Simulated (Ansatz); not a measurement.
Geometry relaxation, with input and output: Mo$_{14}$S$_{27}$ (charge −1) (part 1 of 5)

Mo$_{14}$S$_{27}$ (defect cell, 41 atoms in the cell, total charge −1), computed with DFT r2SCAN, scalar-relativistic, plane waves, PAW, spin-polarised (Ansatz 0.2.0).

The structure derives from a Materials Project entry. It belongs to a series of runs on one base structure; here: S vacancy (site f), charge -1, atoms relaxed at the host's cell.

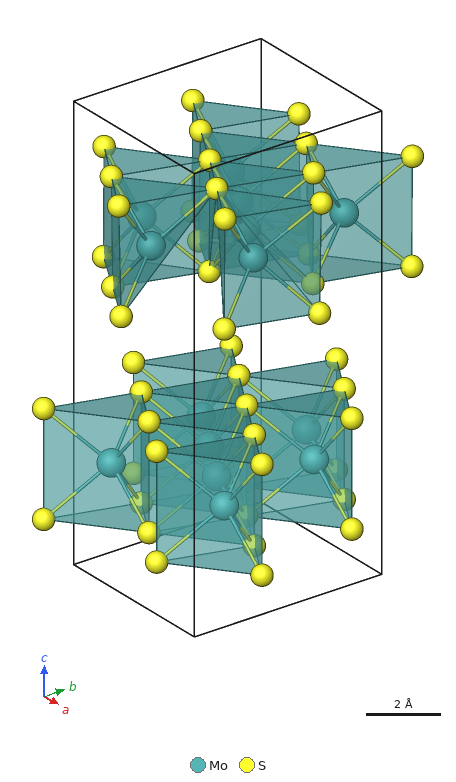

**Figure 1.** The starting structure (polyhedral view of the cell of the calculation, seen slightly off an axis; polyhedra are completed across the faces of the cell).

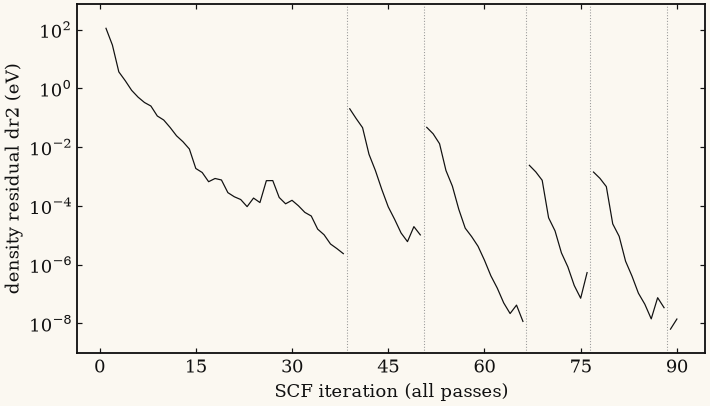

**Figure 2.** Convergence of the self-consistent field: density residual dr2 against the SCF iteration. Dotted lines part the SCF passes that the log prints in full.

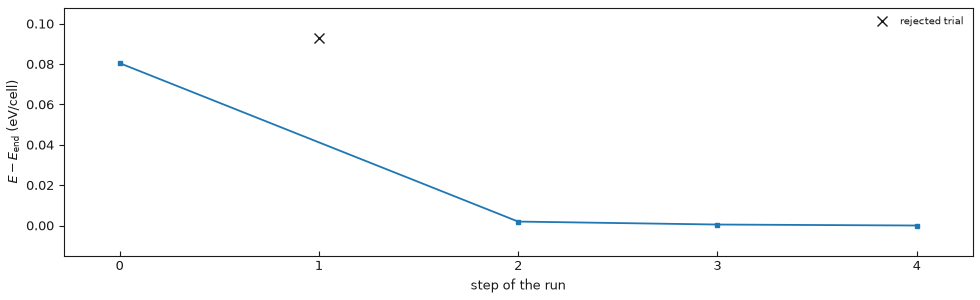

**Figure 3.** Progress of the relaxation, step by step (the first geometry is step 0 here and step 1 in the log).

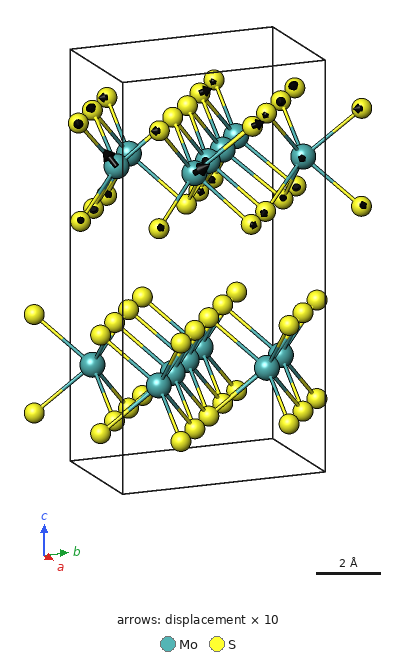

**Figure 4.** The starting structure with the displacements as black arrows, magnified 10 times (ball-and-stick view of the cell of the calculation, with bonded neighbours outside it, seen slightly off an axis). The energy falls by 80.5 meV per cell of the calculation in 4 geometry steps. The largest force component goes from 0.84 to 0.022 eV/Å. The line search rejected the trial step at point 1 (counted from 0) and went back. The atom that moves furthest is Mo8 (0.076 Å). Largest moves by element: Mo 0.076 Å, S 0.043 Å. The cell doesn't change. Among the contacts that change: Mo8–S34 2.401 → 2.367 Å, Mo8–S20 2.373 → 2.399 Å, Mo8–S32 2.429 → 2.406 Å, Mo9–S16 2.380 → 2.401 Å. Among the angles that change: Mo8–S28–Mo13 81.7° → 85.2°, S32–Mo8–S34 81.2° → 84.2°, Mo8–S20–Mo14 84.4° → 82.0°. (Atoms are counted from 1 in the order of the input.)

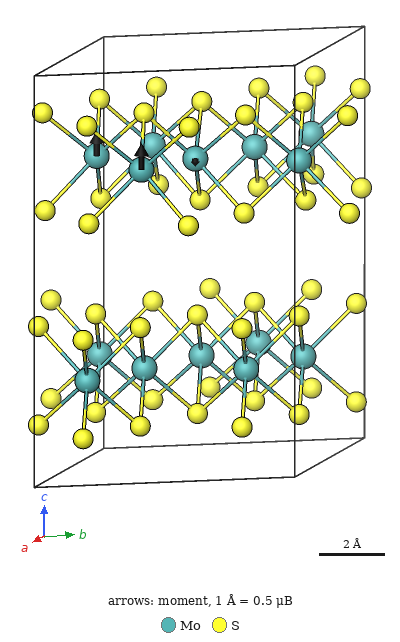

**Figure 5.** Magnetic moments of the sites as black arrows (ball-and-stick view of the cell of the calculation, seen slightly off an axis; bonded neighbours outside the cell are drawn too); small moments hardly show. The run is collinear, so the axis drawn is arbitrary. Site moments: Mo13 (0.42 μB); Mo8 (0.40 μB); Mo9 (−0.13 μB). They are counted near the atoms and needn't add up to the moment of the cell. Atoms are counted from 1 in the order of the input.

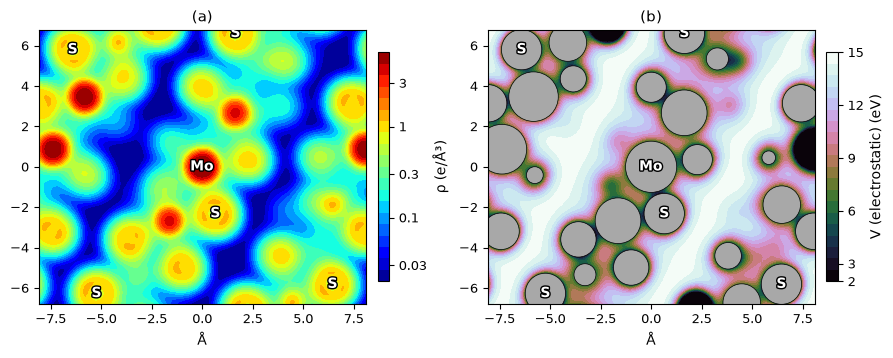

**Figure 6.** (a) valence pseudo-density; (b) electrostatic potential (local pseudopotential plus Hartree) felt by an electron on the (111) plane of the calculation cell. Grey discs, where drawn, cover atomic cores. The plane passes through Mo and S nuclei. Mo–S (2.41 Å): ρ is about 0.61 e/Å³ halfway. Away from the nuclei the density in this plane falls to 0.01 e/Å³ at its lowest. Outside the cores the potential energy rises away from the atoms and is highest about 2.2 Å from the nearest atoms; outside the discs it spans about 13 eV, and its zero is arbitrary. In a PAW calculation such maps are meaningful between the atoms, not at the nuclei.

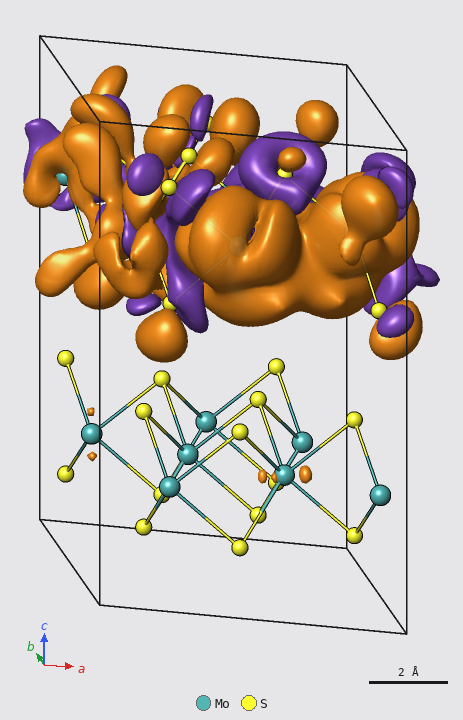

**Figure 7.** Isosurfaces of the spin density (up minus down) at +0.002 (orange) and −0.002 e/Å³ (purple), seen slightly off an axis. Sticks mark near contacts. The outline is the calculation cell. The cell of the calculation (41 atoms) carries 1.0 μB net.

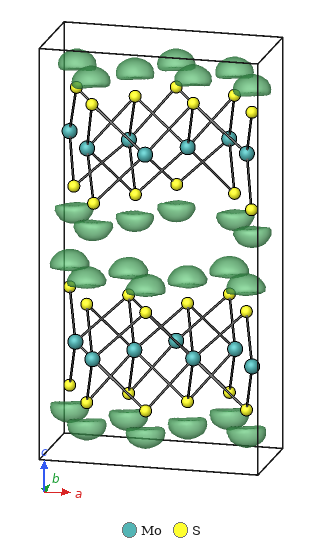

**Figure 8.** Isosurface of the electron localisation function at 0.9 (green), seen at an oblique angle. Core shells and regions of very low density are left out. Sticks mark near contacts. The outline is the calculation cell. Along the contacts the grid gives the following. Mo–S (2.37 Å): the ELF is about 0.45 at the midpoint. Mo–S (2.41 Å): the ELF is about 0.45 at the midpoint.

The input and output of the run follow.

The input
```yaml
crystal:
  lattice:
    - [-1.5921336861, -8.2729693505, 0.0]
    - [7.9606684653, 2.7576564569, 0.0]
    - [0.0, 0.0, 12.9903970672]
  atoms:
    - { symbol: Mo, position: [0.6665563313, 0.3335523326, 0.2498715222] }
    - { symbol: Mo, position: [0.8094030886, 0.7621052415, 0.2502373224] }
    - { symbol: Mo, position: [0.3808919009, 0.4764121388, 0.2502557968] }
    - { symbol: Mo, position: [0.9522625286, 0.1907175245, 0.250237513] }
    - { symbol: Mo, position: [0.5237010351, 0.9050295794, 0.2502602811] }
    - { symbol: Mo, position: [0.0950789244, 0.6192268027, 0.2502556162] }
    - { symbol: Mo, position: [0.2380017589, 0.0478489082, 0.2502292849] }
    - { symbol: Mo, position: [0.4796578486, 0.1042275988, 0.7489341271], spin: 0.333 }
    - { symbol: Mo, position: [0.6189173842, 0.5194274383, 0.7500154828], spin: 0.333 }
    - { symbol: Mo, position: [0.1929920784, 0.2397754302, 0.7488738094] }
    - { symbol: Mo, position: [0.7603323075, 0.9541029852, 0.7488556312] }
    - { symbol: Mo, position: [0.3331343887, 0.6669546797, 0.7468132716] }
    - { symbol: Mo, position: [0.8985704937, 0.3802829982, 0.7510381904], spin: 0.333 }
    - { symbol: Mo, position: [0.0459855768, 0.8071221304, 0.7488822875] }
    - { symbol: S, position: [0.8071823058, 0.7560937461, 0.6303935032] }
    - { symbol: S, position: [0.3873856908, 0.4735560841, 0.6291709482] }
    - { symbol: S, position: [0.948131058, 0.192903292, 0.6303662706] }
    - { symbol: S, position: [0.5264739575, 0.9145796954, 0.6291728324] }
    - { symbol: S, position: [0.0855105924, 0.6127348087, 0.6292094708] }
    - { symbol: S, position: [0.2440050566, 0.0519250129, 0.6304214866] }
    - { symbol: S, position: [0.4763122186, 0.0958100118, 0.3696263317] }
    - { symbol: S, position: [0.619055512, 0.5237857287, 0.3696302239] }
    - { symbol: S, position: [0.1903796142, 0.2383245989, 0.3697899681] }
    - { symbol: S, position: [0.7617934773, 0.9526112356, 0.3697961935] }
    - { symbol: S, position: [0.3332229327, 0.66688738, 0.3698367124] }
    - { symbol: S, position: [0.9043013996, 0.381064215, 0.3696314676] }
    - { symbol: S, position: [0.0475024063, 0.8097353393, 0.3697922723] }
    - { symbol: S, position: [0.6664201332, 0.3336054041, 0.8705090194] }
    - { symbol: S, position: [0.8067949563, 0.7604157938, 0.868563219] }
    - { symbol: S, position: [0.3838300611, 0.479371313, 0.8678604588] }
    - { symbol: S, position: [0.952800016, 0.1932594092, 0.8685796359] }
    - { symbol: S, position: [0.520708936, 0.9051811973, 0.8678842007] }
    - { symbol: S, position: [0.0948359551, 0.6163019233, 0.8678384616] }
    - { symbol: S, position: [0.2395994553, 0.0472655497, 0.8686107543] }
    - { symbol: S, position: [0.4759312261, 0.0952603716, 0.1305455017] }
    - { symbol: S, position: [0.6188990947, 0.5241800228, 0.1305483578] }
    - { symbol: S, position: [0.1903680001, 0.2383385934, 0.1307012025] }
    - { symbol: S, position: [0.76178066, 0.9525965625, 0.1307111439] }
    - { symbol: S, position: [0.3332244291, 0.6668868757, 0.1307542124] }
    - { symbol: S, position: [0.9048418518, 0.3812240746, 0.1305472414] }
    - { symbol: S, position: [0.0475174805, 0.8097412925, 0.1306976319] }
  host:
    lattice:
      - [3.1842673871, 2.9e-09, 0.0]
      - [-1.592133696, 2.7576564482, 0.0]
      - [0.0, 0.0, 12.9903970672]
    atoms:
      - { symbol: Mo, position: [0.6666666667, 0.3333333333, 0.25] }
      - { symbol: Mo, position: [0.3333333333, 0.6666666667, 0.75] }
      - { symbol: S, position: [0.6666666667, 0.3333333333, 0.630473945] }
      - { symbol: S, position: [0.3333333333, 0.6666666667, 0.369526055] }
      - { symbol: S, position: [0.6666666667, 0.3333333333, 0.869526055] }
      - { symbol: S, position: [0.3333333333, 0.6666666667, 0.130473945] }
total_charge: -1
basis:
  ecutwfc: 500
  xc_grid: 3
kpoints:
  mp_grid: { grid: [2, 2, 2], shift: [0.0, 0.0, 0.0] }
hamiltonian:
  xc: r2scan
scf:
  occupations: { method: gaussian, width: 0.01 }
output:
  forces: true
  stress: false
  eigenvalues: true
  populations: true
  charged_corrections:
    defect_position: [0.66666667, 0.33333333, 0.63047394]
    epsilon: [[14.2195, 0.0, 0.0], [0.0, 14.2195, 0.0], [0.0, 0.0, 4.8115]]
  write_density: true
  write_potential: true
  elf: true
  volumetric_format: npy
magnetization:
  spin_polarized: true
relax:
  adjacent_minimum: "off"
  f_tol: 0.025
  max_steps: 45
```

Launch command:
```bash
ansatz run input.yaml --threads 8 --pin off --max-ram 20480MiB --backend cpu --events-out ev --progress --plain --runs-dir out
```

What the program printed
```
Engine: ansatz 0.2.0, x86_64-unknown-linux-gnu
Pseudopotentials: kind: paw
Pseudopotential: Mo, paw, valence charge 14, recommended cutoff 500 eV (meta_gga), Mo.paw.azcp
Pseudopotential: S, paw, valence charge 6, recommended cutoff 500 eV (meta_gga), S.paw.azcp
Functional definition: r2SCAN
  parameter k0 = 0.174
  parameter k1 = 0.065
  parameter a1 = 4.9479
  exchange = r2scan_x(k0 = k0, k1 = k1, a1 = a1)
  correlation = r2scan_c
Crystal: 41 atoms, lattice volume = 798.491 Å³
Basis set: ecut = 500 eV, 20291 PW (Γ), exchange–correlation on 192×192×288 points (27 copies of the dense FFT grid, shifted against one another)
Bands: 221, of which v1, the nominal top of the filled ones, is band 180 counted from 1 (179 counted from 0)
Symmetry: 1 space group operations
Space group: P1 (ITA 1), of the structure as read, at distance tolerance 9.3e-5 Å
Magnetic group: BNS 1.1 (UNI 1), of the structure as read, at distance tolerance 9.3e-5 Å
k-points: 8
Non-local potential: Mo, projectors of the file, l = 0: 3, l = 1: 2, l = 2: 2, l = 3: 1
Non-local potential: S, projectors of the file, l = 0: 2, l = 1: 2, l = 2: 2
PAW form: soft (Blöchl's): semilocal exchange-correlation on the pseudo side does not see the compensation charge
PAW frozen core: Mo, regenerated for the run's functional (the file was generated under x = pbe(κ = 0.804, μ = 0.2195149727645171), c = pbe(β = 0.06672455060314922))
PAW frozen core: S, regenerated for the run's functional (the file was generated under x = pbe(κ = 0.804, μ = 0.2195149727645171), c = pbe(β = 0.06672455060314922))
PAW one-centre angular grid: Mo, 590 points (default); XC on 160 Gauss nodes
PAW one-centre angular grid: S, 302 points (default); XC on 160 Gauss nodes
Starting moments: Σ|m| = 0.999 μB on 3 of 41 sites
Initial wavefunctions: pseudopotential atomic-orbital guess
Functional: x = r2scan, c = r2scan; τ floored in thin density (d = 2e-4 eV/Å³)
```
